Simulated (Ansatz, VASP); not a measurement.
# GaAs (GaAs(110)): VASP beside Ansatz

Aim: how closely do two programs agree when they are given the same cell, functional and k mesh? The structure shown is the end of the VASP relaxation below.

Method: plane waves, with VASP 6.6.1 beside it; single point at PBE and band structure at PBE, in Ansatz 0.2.0.

## Step 1: Set-up

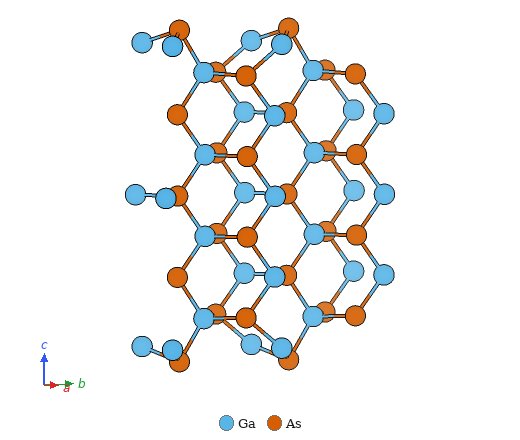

The starting structure, seen from the side, with the c axis up (gallium blue, arsenic orange). 1×2×1 cells are drawn. Some periodic images of atoms are drawn too.

The cell holds 18 atoms: 9 Ga and 9 As. Cell: a = 4.155 Å, b = 5.876 Å, c = 32.152 Å, α = 90.0°, β = 90.0°, γ = 90.0°. It derives from GaAs. As first built, before any earlier steps moved the atoms: 9 layers, strained by +2 % in the plane. Vacuum lies along c.

## Step 2: VASP: relaxation, PBE

This run makes the geometry at which the two programs are then compared.

Lines of VASP's logs that name or quote its potential files are left out, and so is its time.

INCAR reads:

```
SYSTEM = GaAs
PREC = Normal
ENCUT = 320
EDIFF = 1E-05
NELM = 120
ISMEAR = 0
SIGMA = 0.03
LREAL = Auto
ALGO = Fast
GGA = PE
NBANDS = 54
LORBIT = 11
LWAVE = .FALSE.
LCHARG = .FALSE.
KPAR = 2
NCORE = 2
IBRION = 2
NSW = 60
ISIF = 2
EDIFFG = -0.03
POTIM = 0.4
MAXMIX = 40
IDIPOL = 3
LDIPOL = .TRUE.
DIPOL = 0.5 0.5 0.5
```

POSCAR reads:

```
GaAs
1.0
    4.1549222447      0.0000000000      0.0000000000
    0.0000000000      5.8759473891      0.0000000000
    0.0000000000      0.0000000000     32.1518438136
Ga As
9 9
Direct
    0.0000000000      0.0000000000      0.2488193200
    0.5000000000      0.5000000000      0.3116144900
    0.0000000000      0.0000000000      0.3744096600
    0.5000000000      0.5000000000      0.4372048300
    0.0000000000      0.0000000000      0.5000000000
    0.5000000000      0.5000000000      0.5627951700
    0.0000000000      0.0000000000      0.6255903400
    0.5000000000      0.5000000000      0.6883855100
    0.0000000000      0.0000000000      0.7511806800
    0.0000000000      0.7500000000      0.3116144900
    0.5000000000      0.2500000000      0.2488193200
    0.0000000000      0.7500000000      0.4372048300
    0.5000000000      0.2500000000      0.3744096600
    0.0000000000      0.7500000000      0.5627951700
    0.5000000000      0.2500000000      0.5000000000
    0.0000000000      0.7500000000      0.6883855100
    0.5000000000      0.2500000000      0.6255903400
    0.5000000000      0.2500000000      0.7511806800
```

KPOINTS reads:

```
Automatic mesh
0
Gamma
6 4 1
0 0 0
```

Potentials, in the order of the species: Ga and As (PBE family, release 64).

Started as:

```bash
> mpirun -np 4 vasp_std
```

Numbers of over 12 decimals in the logs are rounded to 6 here.

Output:

```text
[banner, memory and clock lines left out]
running    4 mpi-ranks, on    1 nodes
 distrk:  each k-point on    2 cores,    2 groups
 distr:  one band on    2 cores,    1 groups

 POSCAR found type information on POSCAR GaAs
 POSCAR found :  2 types and      18 ions
 LDA part: xc-table for (Slater+PW92), standard interpolation
 POSCAR, INCAR and KPOINTS ok, starting setup
 FFT: planning ... GRIDC
 FFT: planning ... GRID_SOFT
 FFT: planning ... GRID
 WAVECAR not read
 entering main loop
       N       E                     dE             d eps       ncg     rms          rms(c)
DAV:   1     0.303555004436E+03    0.30356E+03   -0.18315E+04  1296   0.684E+02
DAV:   2    -0.354722863920E+02   -0.33903E+03   -0.32716E+03  1700   0.147E+02
DAV:   3    -0.718638258826E+02   -0.36392E+02   -0.35891E+02  1600   0.503E+01
DAV:   4    -0.732669231447E+02   -0.14031E+01   -0.13983E+01  1688   0.111E+01
DAV:   5    -0.733130567902E+02   -0.46134E-01   -0.46108E-01  1688   0.192E+00    0.103E+01
RMM:   6    -0.715255502531E+02    0.17875E+01   -0.21224E+00  1296   0.310E+00    0.588E+00
RMM:   7    -0.713010132871E+02    0.22454E+00   -0.25794E+00  1296   0.336E+00    0.155E+00
RMM:   8    -0.712630315234E+02    0.37982E-01   -0.42203E-01  1296   0.169E+00    0.538E-01
RMM:   9    -0.712412407179E+02    0.21791E-01   -0.30033E-02  1313   0.549E-01    0.218E-01
RMM:  10    -0.712416644177E+02   -0.42370E-03   -0.19072E-02  1332   0.311E-01    0.119E-01
RMM:  11    -0.712424813491E+02   -0.81693E-03   -0.31220E-03  1305   0.160E-01    0.568E-02
RMM:  12    -0.712429328745E+02   -0.45153E-03   -0.10734E-03  1349   0.898E-02    0.507E-02
RMM:  13    -0.712430798106E+02   -0.14694E-03   -0.88079E-04  1305   0.622E-02    0.176E-02
RMM:  14    -0.712432690448E+02   -0.18923E-03   -0.20881E-04  1302   0.313E-02    0.122E-02
RMM:  15    -0.712434102249E+02   -0.14118E-03   -0.41753E-05  1034   0.167E-02    0.737E-03
RMM:  16    -0.712434519137E+02   -0.41689E-04   -0.23573E-05   926   0.106E-02    0.260E-03
RMM:  17    -0.712434853426E+02   -0.33429E-04   -0.12146E-05   895   0.628E-03    0.199E-03
RMM:  18    -0.712435060140E+02   -0.20671E-04   -0.35919E-06   666   0.352E-03    0.145E-03
RMM:  19    -0.712435486518E+02   -0.42638E-04   -0.35091E-06   690   0.354E-03    0.139E-03
RMM:  20    -0.712435588224E+02   -0.10171E-04   -0.37375E-07   463   0.217E-03    0.878E-04
RMM:  21    -0.712435695859E+02   -0.10764E-04   -0.50246E-07   467   0.220E-03    0.259E-04
RMM:  22    -0.712435702036E+02   -0.61770E-06   -0.38777E-08   419   0.201E-03
   1 F= -.71243570E+02 E0= -.71243460E+02  d E =-.712436E+02
[... from here on, the cycles between the ionic steps are left out ...]
   2 F= -.71655257E+02 E0= -.71655257E+02  d E =-.411687E+00
   6 F= -.72646068E+02 E0= -.72646068E+02  d E =-.886358E-01
   7 F= -.72646267E+02 E0= -.72646267E+02  d E =-.888346E-01
   8 F= -.72662485E+02 E0= -.72662485E+02  d E =-.162178E-01
   9 F= -.72667005E+02 E0= -.72667005E+02  d E =-.207376E-01
  10 F= -.72677293E+02 E0= -.72677293E+02  d E =-.102886E-01
  11 F= -.72678266E+02 E0= -.72678266E+02  d E =-.112611E-01
  12 F= -.72682455E+02 E0= -.72682455E+02  d E =-.418930E-02
  13 F= -.72682908E+02 E0= -.72682908E+02  d E =-.464244E-02
  14 F= -.72684835E+02 E0= -.72684835E+02  d E =-.192657E-02
  15 F= -.72685279E+02 E0= -.72685279E+02  d E =-.237103E-02
 curvature:  -3.58 expect dE=-0.264E-02 dE for cont linesearch -0.113E-04
 trial: gam= 0.58409 g(F)=  0.737E-03 g(S)=  0.000E+00 ort = 0.693E-04 (trialstep = 0.302E+01)
 search vector abs. value=  0.133E-02
 bond charge predicted
       N       E                     dE             d eps       ncg     rms          rms(c)
DAV:   1    -0.726863632687E+02   -0.10908E-02   -0.12586E-01  1296   0.103E+00    0.101E-01
RMM:   2    -0.726869327452E+02   -0.56948E-03   -0.72936E-03  1296   0.242E-01    0.504E-02
RMM:   3    -0.726870106337E+02   -0.77889E-04   -0.10098E-03  1299   0.994E-02    0.311E-02
RMM:   4    -0.726870101066E+02    0.52709E-06   -0.23361E-04  1323   0.464E-02    0.167E-02
RMM:   5    -0.726870473628E+02   -0.37256E-04   -0.83069E-05  1249   0.254E-02    0.789E-03
RMM:   6    -0.726870718570E+02   -0.24494E-04   -0.18514E-05   923   0.122E-02    0.526E-03
RMM:   7    -0.726870739905E+02   -0.21334E-05   -0.48716E-06   859   0.632E-03
  16 F= -.72687074E+02 E0= -.72687074E+02  d E =-.179467E-02
 trial-energy change:   -0.001795  1 .order   -0.001760   -0.002348   -0.001172
 step:   6.0272(harm=  6.0272)  dis= 0.01492  next Energy=   -72.687622 (dE=-0.234E-02)
 reached required accuracy - stopping structural energy minimisation
```

OUTCAR, selected parts (step 2):

```text
ion  position               nearest neighbor table
   1  0.000  0.000  0.249-  10 2.50  11 2.54  11 2.54
   2  0.500  0.500  0.312-  11 2.50  13 2.50  10 2.54  10 2.54
   3  0.000  0.000  0.374-  10 2.50  12 2.50  13 2.54  13 2.54
   4  0.500  0.500  0.437-  13 2.50  15 2.50  12 2.54  12 2.54
   5  0.000  0.000  0.500-  12 2.50  14 2.50  15 2.54  15 2.54
   6  0.500  0.500  0.563-  15 2.50  17 2.50  14 2.54  14 2.54
   7  0.000  0.000  0.626-  14 2.50  16 2.50  17 2.54  17 2.54
   8  0.500  0.500  0.688-  18 2.50  17 2.50  16 2.54  16 2.54
   9  0.000  0.000  0.751-  16 2.50  18 2.54  18 2.54
  10  0.000  0.750  0.312-   1 2.50   3 2.50   2 2.54   2 2.54
  11  0.500  0.250  0.249-   2 2.50   1 2.54   1 2.54
  12  0.000  0.750  0.437-   3 2.50   5 2.50   4 2.54   4 2.54
  13  0.500  0.250  0.374-   2 2.50   4 2.50   3 2.54   3 2.54
  14  0.000  0.750  0.563-   5 2.50   7 2.50   6 2.54   6 2.54
  15  0.500  0.250  0.500-   4 2.50   6 2.50   5 2.54   5 2.54
  16  0.000  0.750  0.688-   9 2.50   7 2.50   8 2.54   8 2.54
  17  0.500  0.250  0.626-   6 2.50   8 2.50   7 2.54   7 2.54
  18  0.500  0.250  0.751-   8 2.50   9 2.54   9 2.54

  LATTYP: Found a simple orthorhombic cell.
 ALAT       =     4.1549222447
 B/A-ratio  =     1.4142135624
 C/A-ratio  =     7.7382540322

 Subroutine GETGRP returns: Found  4 space group operations
 (whereof  4 operations were pure point group operations)

The static configuration has the point symmetry C_2v.

 Found     12 irreducible k-points:

   k-points           NKPTS =     12   k-points in BZ     NKDIM =     12   number of bands    NBANDS=     54

   dimension x,y,z NGX =    18 NGY =   28 NGZ =  144
   dimension x,y,z NGXF=    36 NGYF=   56 NGZF=  288

   ENCUT  =  320.0 eV  23.52 Ry    4.85 a.u.   6.06  8.57 46.90*2*pi/ulx,y,z

   NELECT =      72.0000    total number of electrons

 k-points in reciprocal lattice and weights: Automatic mesh
   0.00000000  0.00000000  0.00000000       0.042
   0.16666667  0.00000000  0.00000000       0.083
   0.33333333  0.00000000  0.00000000       0.083
   0.50000000  0.00000000  0.00000000       0.042
   0.00000000  0.25000000  0.00000000       0.083
   0.16666667  0.25000000  0.00000000       0.167
   0.33333333  0.25000000  0.00000000       0.167
   0.50000000  0.25000000  0.00000000       0.083
   0.00000000  0.50000000  0.00000000       0.042
   0.16666667  0.50000000  0.00000000       0.083
   0.33333333  0.50000000  0.00000000       0.083
   0.50000000  0.50000000  0.00000000       0.042

 dipolmoment           0.000000      0.000000     -0.000000 electrons x Angstroem

 average (electrostatic) potential at core
       1 -18.5238       2 -18.2989       3 -18.3473       4 -18.3360       5 -18.3441
       6 -18.3360       7 -18.3473       8 -18.2989       9 -18.5238      10 -55.1679
      11 -54.8401      12 -55.1619      13 -55.1261      14 -55.1619      15 -55.1389
      16 -55.1679      17 -55.1261      18 -54.8401

 E-fermi :  -0.9309

 k-point     1 :       0.0000    0.0000    0.0000
  band No.  band energies     occupation
    ...
     32      -1.3537      2.00000
     33      -1.2299      2.00000
     34      -1.2125      2.00000
     35      -1.1572      2.00000
     36      -1.0646      2.00000
     37      -0.5130      0.00000
     38       0.2673      0.00000
     39       0.4642      0.00000
     40       0.5541      0.00000
     41       0.7070      0.00000
    ...

 k-point     2 :       0.1667    0.0000    0.0000
  band No.  band energies     occupation
    ...
     32      -2.1116      2.00000
     33      -1.8627      2.00000
     34      -1.7970      2.00000
     35      -1.5610      2.00000
     36      -1.2666      2.00000
     37       0.6511      0.00000
     38       1.0298      0.00000
     39       1.1287      0.00000
     40       1.4641      0.00000
     41       1.4748      0.00000
    ...

 k-point     3 :       0.3333    0.0000    0.0000
  band No.  band energies     occupation
    ...
     32      -2.6067      2.00000
     33      -2.4734      2.00000
     34      -2.1671      2.00000
     35      -1.8758      2.00000
     36      -1.5214      2.00000
     37       0.3800      0.00000
     38       0.5314      0.00000
     39       0.8342      0.00000
     40       1.1413      0.00000
     41       1.2496      0.00000
    ...

  Total       -9.4404724     -6.0017728     -0.9870443      0.0000000      0.0000000      0.0000000
  in kB      -19.2689311    -12.2502076     -2.0146544      0.0000000      0.0000000      0.0000000
  external PRESSURE =     -11.1779311 kB  Pullay stress =       0.0000000 kB

  energy-cutoff  :      320.00
  volume of cell :      784.96
      direct lattice vectors                 reciprocal lattice vectors
     4.154922245  0.000000000  0.000000000     0.240678391  0.000000000  0.000000000
     0.000000000  5.875947389  0.000000000     0.000000000  0.170185322  0.000000000
     0.000000000  0.000000000 32.151843814     0.000000000  0.000000000  0.031102415

 POSITION                                       TOTAL-FORCE (eV/Angst)
 -----------------------------------------------------------------------------------
      0.00000      0.33933      8.46302         0.000000      0.007723      0.004714
      2.07746      2.84612      9.91196         0.000000      0.010943      0.010452
      0.00000      5.83527     12.03784        -0.000000     -0.006381     -0.000865
      2.07746      2.90688     14.03117         0.000000     -0.014508      0.017418
      0.00000      5.86038     16.07592         0.000000     -0.014447      0.000000
      2.07746      2.90688     18.12067         0.000000     -0.014508     -0.017418
      4.15492      5.83527     20.11400         0.000000     -0.006381      0.000865
      2.07746      2.84612     22.23988        -0.000000      0.010943     -0.010452
      0.00000      0.33933     23.68882         0.000000      0.007723     -0.004714
      0.00000      4.29754     10.01533         0.000000     -0.002803      0.013263
      2.07746      1.52686      7.76848         0.000000      0.013721      0.015595
      4.15492      4.35872     14.05754         0.000000     -0.011172      0.010056
      2.07746      1.41708     12.00140         0.000000      0.021833      0.011006
      4.15492      4.35872     18.09431         0.000000     -0.011172     -0.010056
      2.07746      1.43652     16.07592         0.000000     -0.024264      0.000000
      0.00000      4.29754     22.13652         0.000000     -0.002803     -0.013263
      2.07746      1.41708     20.15045         0.000000      0.021833     -0.011006
      2.07746      1.52686     24.38337         0.000000      0.013721     -0.015595
 -----------------------------------------------------------------------------------
    total drift:                                0.000000      0.050340      0.000008

  FREE ENERGIE OF THE ION-ELECTRON SYSTEM (eV)
  ---------------------------------------------------
  free  energy   TOTEN  =       -72.6870739905 eV

  energy  without entropy=      -72.6870739905  energy(sigma->0) =      -72.68707399

 reached required accuracy - stopping structural energy minimisation

 vacuum level on the upper side and lower side of the slab         3.851         3.851

 total charge
# of ion       s       p       d       tot
------------------------------------------
    1        1.154   0.940   0.090   2.183
    2        1.082   1.062   0.115   2.259
    3        1.084   1.067   0.111   2.263
    4        1.085   1.066   0.112   2.263
    5        1.084   1.069   0.113   2.265
    6        1.085   1.066   0.112   2.263
    7        1.084   1.067   0.111   2.263
    8        1.082   1.062   0.115   2.259
    9        1.154   0.940   0.090   2.183
   10        1.223   1.535   0.024   2.782
   11        1.265   1.453   0.021   2.738
   12        1.220   1.536   0.024   2.780
   13        1.222   1.530   0.023   2.775
   14        1.220   1.536   0.024   2.780
   15        1.220   1.535   0.023   2.778
   16        1.223   1.535   0.024   2.782
   17        1.222   1.530   0.023   2.775
   18        1.265   1.453   0.021   2.738
--------------------------------------------------
tot         20.973  22.983   1.176  45.132

[... 3 further parts left out ...]
```

(Continued in part 2 of 3.)

[Lines on the potential files, build, host, timing and source positions are cut from VASP's logs without a mark.]

[Logs are printed without paths, hosts, clocks, repeated set-up lines and the standing remarks that a program may print on its own settings, such as how far it seeks lower states.]

[Hosts, paths, dates, database ids (printed as entryN), source tags and the programs' standing remarks are cut or masked in the printed files.]
